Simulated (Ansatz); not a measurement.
Run report: Cu6H, single-point calculation (part 1 of 2)

- system: Cu6H (slab, 14 atoms in the cell)
- method: DFT PBE, scalar-relativistic, plane waves, PAW, no spin polarisation (Ansatz 0.2.0)

The structure derives from an entry of the Crystallography Open Database. Figures and captions count atoms from 1; the log counts them from 0 in places.

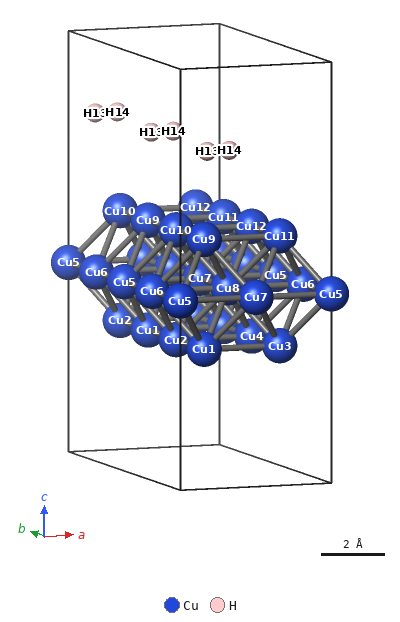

*The input geometry (ball-and-stick view of the 1 × 2 repeat of the cell, with the vacuum cut short, seen slightly off an axis; atoms are numbered from 1 in the order of the input).*

## Input
```yaml
crystal:
  lattice:
    - [5.1332392722, 0.0, 0.0]
    - [0.0, 5.1332392722, 0.0]
    - [0.0, 0.0, 21.5289058579]
  atoms:
    - { symbol: Cu, position: [0.25, 0.25, 0.1857967157] }
    - { symbol: Cu, position: [0.25, 0.75, 0.1857967157] }
    - { symbol: Cu, position: [0.75, 0.25, 0.1857967157] }
    - { symbol: Cu, position: [0.75, 0.75, 0.1857967157] }
    - { symbol: Cu, position: [0.0, 0.0, 0.2677566944] }
    - { symbol: Cu, position: [0.0, 0.5, 0.2677566944] }
    - { symbol: Cu, position: [0.5, 0.0, 0.2677566944] }
    - { symbol: Cu, position: [0.5, 0.5, 0.2677566944] }
    - { symbol: Cu, position: [0.25, 0.25, 0.3497114952] }
    - { symbol: Cu, position: [0.25, 0.75, 0.3497114952] }
    - { symbol: Cu, position: [0.75, 0.25, 0.3497114952] }
    - { symbol: Cu, position: [0.75, 0.75, 0.3497114952] }
    - { symbol: H, position: [0.1769467133, 1.0, 0.489059032] }
    - { symbol: H, position: [0.3230532867, 1.0, 0.489059032] }
basis:
  ecutwfc: 420
kpoints:
  mp_grid: { grid: [5, 5, 1] }
hamiltonian:
  xc: pbe
scf:
  occupations: { method: gaussian, width: 0.1 }
output:
  forces: true
  eigenvalues: true
  write_density: true
  write_potential: true
  elf: true
  volumetric_format: npy
efield:
  axis: 3
  dipole_correction: true
  ramp_width: 0.04
```

Hardware: 4 threads of Arm Neoverse V2, 24 GiB of memory available, shared host.

Launch command:
```bash
ansatz run input.yaml --threads 4 --pin off --max-ram 12288MiB --backend cpu --events-out ev --progress --plain --runs-dir out
```

## Output
```
Engine: ansatz 0.2.0, aarch64-unknown-linux-gnu
Pseudopotentials: kind: paw
Pseudopotential: Cu, paw, valence charge 19, recommended cutoff 420 eV (normal), Cu.paw.azcp
Pseudopotential: H, paw, valence charge 1, recommended cutoff 420 eV (normal), H.paw.azcp
Functional definition: PBE
  parameter kappa = 0.804
  parameter beta = 0.06672455060314922
  exchange = pbe_x(kappa = kappa, mu = beta*pi^2/3)
  correlation = pbe_c(beta = beta)
Crystal: 14 atoms, lattice volume = 567.290 Å³
Basis set: ecut = 420 eV, 11087 PW (Γ), exchange–correlation on 72×72×288 points (8 copies of the dense FFT grid, shifted against one another)
Bands: 138, of which v1, the nominal top of the filled ones, is band 115 counted from 1 (114 counted from 0)
Symmetry: 4 space group operations
Space group: Pmm2 (ITA 25), of the structure as read, at distance tolerance 8.3e-5 Å
k-points: 9 of 25
Non-local potential: Cu, projectors of the file, l = 0: 3, l = 1: 2, l = 2: 3, l = 3: 1
Non-local potential: H, projectors of the file, l = 0: 2, l = 1: 1
PAW form: soft (Blöchl's): semilocal exchange-correlation on the pseudo side does not see the compensation charge
PAW one-centre angular grid: Cu, 590 points (default); XC on 64 Gauss nodes
PAW one-centre angular grid: H, 110 points (default); XC on 64 Gauss nodes
Initial density: superposition of atomic densities (neutral atoms: chi_scale 0, normalization atom), corrected by the library's trained network
Initial wavefunctions: pseudopotential atomic-orbital guess
Functional: x = pbe(κ = 0.804, μ = 0.2195149727645171), c = pbe(β = 0.06672455060314922)
SCF iter   1: F=—  HF=-79528.957945 eV  |F-HF|=—  |Δ(HF+E_count)|=         —  Δρ=3.37e-3  dr2=1.51e-1  ethr=1.77e-3  p=-0.039 e·Å  D=-1.23e-2 V/Å  ΔV_dip=0.27 eV  dr2_dipole=9.69e-3  V_vac-E_F(+/−)=4.73/4.47 eV  ⟨swp⟩=9.0  Hψ=5733  notcnv=0  defer=27
efield: sawtooth ramp at fractional position 0.8174 (placed from the atoms, in the widest stretch of the axis that holds none; the zero of the levels goes with the place), width 0.0400; the density the first Hamiltonian is built on has a dipole p = -0.039 e·Å; the dipole correction subtracts the counter field D = -1.23e-2 V/Å, which shifts the + side's vacuum level by +0.27 eV against the − side's; the planar-averaged density in the ramp window peaks in size at 5.1e-5 e/Å³
preconditioner: auto → LDOS  [metal: Δε(μ)=0.074 eV  Ē_g=7.451 eV  σ=0.100 eV  W_gap=0.39  n_scr=112 (ndim 8)  ℏωp=18.0 eV  f_vac=0.664  D(μ)=3.20/eV (n_scr^D=6)  β→1.0]
SCF iter   2: F=—  HF=-79528.972705 eV  |F-HF|=—  |Δ(HF+E_count)|=   1.48e-2  Δρ=3.88e-3  dr2=2.13e-1  ethr=6.58e-5  p=0.069 e·Å  D=2.20e-2 V/Å  ΔV_dip=-0.47 eV  dr2_dipole=2.81e-2  V_vac-E_F(+/−)=4.39/4.86 eV  ⟨swp⟩=2.1  Hψ=2085  notcnv=0  defer=146
SCF iter   3: F=—  HF=-79528.952683 eV  |F-HF|=—  |Δ(HF+E_count)|=   2.00e-2  Δρ=2.58e-3  dr2=2.91e-2  ethr=6.58e-5  p=0.012 e·Å  D=3.83e-3 V/Å  ΔV_dip=-0.08 eV  dr2_dipole=2.94e-3  V_vac-E_F(+/−)=4.43/4.52 eV  ⟨swp⟩=2.0  Hψ=1737  notcnv=0  defer=146
SCF iter   4: F=—  HF=-79528.947592 eV  |F-HF|=—  |Δ(HF+E_count)|=   5.09e-3  Δρ=9.23e-4  dr2=3.23e-3  ethr=1.26e-5  p=0.026 e·Å  D=8.32e-3 V/Å  ΔV_dip=-0.18 eV  dr2_dipole=1.60e-7  V_vac-E_F(+/−)=4.40/4.58 eV  ⟨swp⟩=2.0  Hψ=1681  notcnv=0  defer=146
SCF iter   5: F=—  HF=-79528.946958 eV  |F-HF|=—  |Δ(HF+E_count)|=   6.34e-4  Δρ=9.79e-5  dr2=6.27e-5  ethr=1.40e-6  p=0.025 e·Å  D=8.11e-3 V/Å  ΔV_dip=-0.17 eV  dr2_dipole=6.27e-6  V_vac-E_F(+/−)=4.41/4.59 eV  ⟨swp⟩=2.2  Hψ=1692  notcnv=0  defer=146
SCF iter   6: F=—  HF=-79528.947248 eV  |F-HF|=—  |Δ(HF+E_count)|=   2.91e-4  Δρ=9.57e-5  dr2=5.61e-5  ethr=2.73e-8  p=0.024 e·Å  D=7.64e-3 V/Å  ΔV_dip=-0.16 eV  dr2_dipole=7.79e-6  V_vac-E_F(+/−)=4.42/4.58 eV  ⟨swp⟩=3.1  Hψ=2629  notcnv=0  defer=135
SCF iter   7: F=—  HF=-79528.947249 eV  |F-HF|=—  |Δ(HF+E_count)|=   9.05e-7  Δρ=3.18e-5  dr2=3.48e-6  ethr=2.44e-8  p=0.024 e·Å  D=7.79e-3 V/Å  ΔV_dip=-0.17 eV  dr2_dipole=3.80e-8  V_vac-E_F(+/−)=4.42/4.59 eV  ⟨swp⟩=2.0  Hψ=1549  notcnv=0  defer=135
SCF iter   8: F=—  HF=-79528.947250 eV  |F-HF|=—  |Δ(HF+E_count)|=   6.72e-7  Δρ=1.27e-5  dr2=7.48e-7  ethr=1.51e-9  p=0.024 e·Å  D=7.80e-3 V/Å  ΔV_dip=-0.17 eV  dr2_dipole=2.03e-8  V_vac-E_F(+/−)=4.42/4.59 eV  ⟨swp⟩=2.1  Hψ=1711  notcnv=0  defer=135
SCF iter   9: F=—  HF=-79528.947251 eV  |F-HF|=—  |Δ(HF+E_count)|=   8.58e-7  Δρ=7.49e-6  dr2=2.06e-7  ethr=3.25e-10  p=0.024 e·Å  D=7.79e-3 V/Å  ΔV_dip=-0.17 eV  dr2_dipole=9.52e-9  V_vac-E_F(+/−)=4.42/4.59 eV  ⟨swp⟩=2.0  Hψ=1685  notcnv=0  defer=135
SCF iter  10: F=-79528.947251 eV  HF=-79528.947251 eV  |F-HF|=2.62e-8  |Δ(HF+E_count)|=   2.05e-7  Δρ=2.91e-6  dr2=4.40e-8  ethr=4.35e-11  p=0.024 e·Å  D=7.79e-3 V/Å  ΔV_dip=-0.17 eV  dr2_dipole=3.49e-9  V_vac-E_F(+/−)=4.42/4.59 eV  ⟨swp⟩=20.9  Hψ=10870  notcnv=0
SCF 1 converged in 10 iterations: F = -79528.947251 eV  dr2 = 4.40e-8
  greatest PAW one-centre occupation: 1.000 electrons in one spin orbital (limit 2), on the Cu atom at site 8 (counted from 0), in its partial waves of l = 0
```

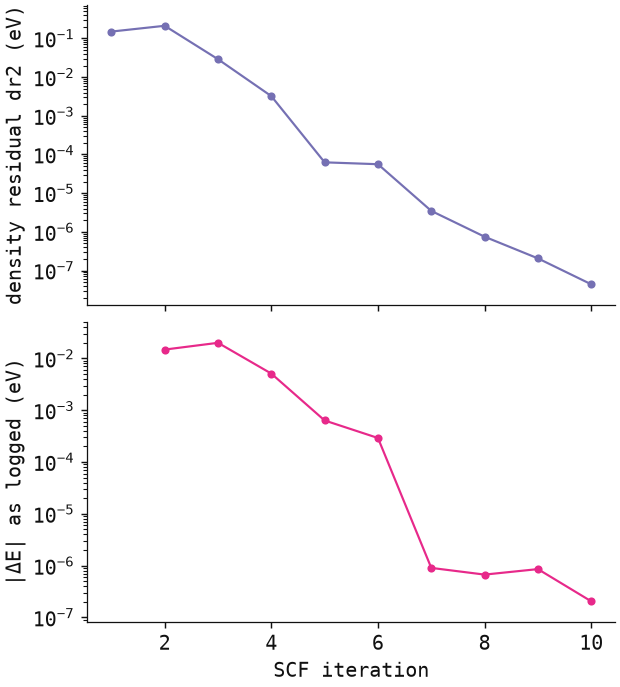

*Convergence of the self-consistent field: density residual dr2 and size of the energy change against the SCF iteration.*

The residual falls almost steadily, with no more than small rises.

```
WARN: The output density's exchange-correlation potential varies sharply where the density is thin. Do not read a vacuum level from v_tot or v_xc, or from such a field of the output density. On a cell that repeats whose density bears no net charge and no dipole along the vacuum's axis use v_es (v_loc + v_h of the components); under efield.dipole_correction with no amplitude use v_es + v_field, which holds any external_charges[].barrier, or the levels of the report's work_function block, which leave it out; under a non-zero efield.amplitude the vacuum is tilted and has no level; on a cell that repeats and bears such a dipole with no correction it is tilted too, and efield.dipole_correction with no amplitude gives each side of its ramp a level where efield: is served; in a cell that repeats whose density bears a net charge (total_charge, or a fill off its count) it is curved and has none; of a slab under crystal.periodic whose density bears no net charge use v_es, which has a level on each side, short of where the two are joined; of another it falls or rises all the way out and has none; of a slab beside external_charges read slab_vacuum_level instead, which it has where they leave it neutral. The grid or the basis barely resolves most such structure, and the values can differ between equally converged runs; as a rule a tighter scf.convergence.dr2_threshold does not remove it. Where the density itself ripples (under the LDA too) a higher basis.ecutwfc lessens it. The files hold the spikes' plane waves up to the density's cutoff. Files: v_tot_of_output_density and the like, and their columns of v_z.tsv (output.write_potential); v_xc_of_output_density and the like, and their columns of v_comp_z.tsv (output.write_potential_components). Measured: with its Gaussian average of σ = 0.25 Å subtracted twice, the exchange-correlation potential is over 0.1 eV at 506 of the grid points where the equally averaged density (valence and model cores) is under 1e-3 e/Å³, and 0.818 eV at the most among them, at an averaged density of 8.6e-4 e/Å³. The input density's (outcome.potential() and, of a run that writes arrays, v_tot and v_xc) is over 0.1 eV, so measured, at 464 points of its own thin density, 0.819 eV at the most. See output.write_potential in the manual, Limitations
SCF converged after 10 iterations
Free energy (F): -79528.947251 eV
Harris-Foulkes:  -79528.947251 eV  (|F-HF|=2.62e-8)
Internal energy: -79528.930388 eV  (E = F + TS)
E sigma→0 (E₀):  -79528.938819 eV
Entropy (-TS):   -0.016863 eV (-1.205 meV/atom)
Fermi energy:    0.937794 eV
Dipole field:    D = 0.007742 V/Å  (p = 0.024272 e·Å, saw-weighted, corrected)
Work function:   Φ+ = 4.4180 eV   Φ− = 4.5847 eV
Levels:          The Fermi level and band energies are counted from a zero that moves with the ramp; work functions are not
--- Per-component energies (eV) ---
  E_band       = -7867.047819
  E_kinetic    = 3620.448286
  E_local      = -422851.360592  (includes V_loc(G=0)·N_el)
  E_nonlocal   = 4711.125648
  E_hartree    = 206759.203080
  E_xc         = -1079.988514
  E_vxc        = -1392.442495  (∫ρ·V_xc dr)
  E_paw        = -19983.840612  (= ΣΔE_a)
  E_vpaw       = -5475.885950  (= ΣTr[D̂ρ^β])
  E_aug_tail   = 0.000809  (compensation charges beyond the density's cutoff)
  E_efield     = 0.000094  (sawtooth field / dipole correction)
  E_vefield    = 2.597413  (∫n·V_field dr)
  E_ewald      = 149295.481413
  E_smearing   = -0.016863  (= −TS)
  E_closure    = 0.000000  (closes the sum)
  Σ components = -79528.947251   (vs F -79528.947251, Δ=0.00e0)
--- Forces (eV/Å), atoms counted from 1 ---
  atom   1  Cu     0.00000000     0.00031500    -0.01347819
  atom   2  Cu     0.00000000    -0.00031500    -0.01347819
  atom   3  Cu     0.00000000     0.00050468    -0.00922845
  atom   4  Cu     0.00000000    -0.00050468    -0.00922845
  atom   5  Cu     0.00385061     0.00000000     0.00071831
  atom   6  Cu     0.00286732     0.00000000     0.00286114
  atom   7  Cu    -0.00385061     0.00000000     0.00071831
  atom   8  Cu    -0.00286732     0.00000000     0.00286114
  atom   9  Cu     0.00000000     0.00929273    -0.00858821
  atom  10  Cu     0.00000000    -0.00929273    -0.00858821
  atom  11  Cu     0.00000000     0.00397216    -0.00966219
  atom  12  Cu     0.00000000    -0.00397216    -0.00966219
  atom  13  H     -0.04224423     0.00000000     0.03741870
  atom  14  H      0.04224423     0.00000000     0.03741870
  max |Σ_I F_I| component: 8.22e-5 eV/Å
--- Band table (eV; the first three rows and the last of 9) ---
```
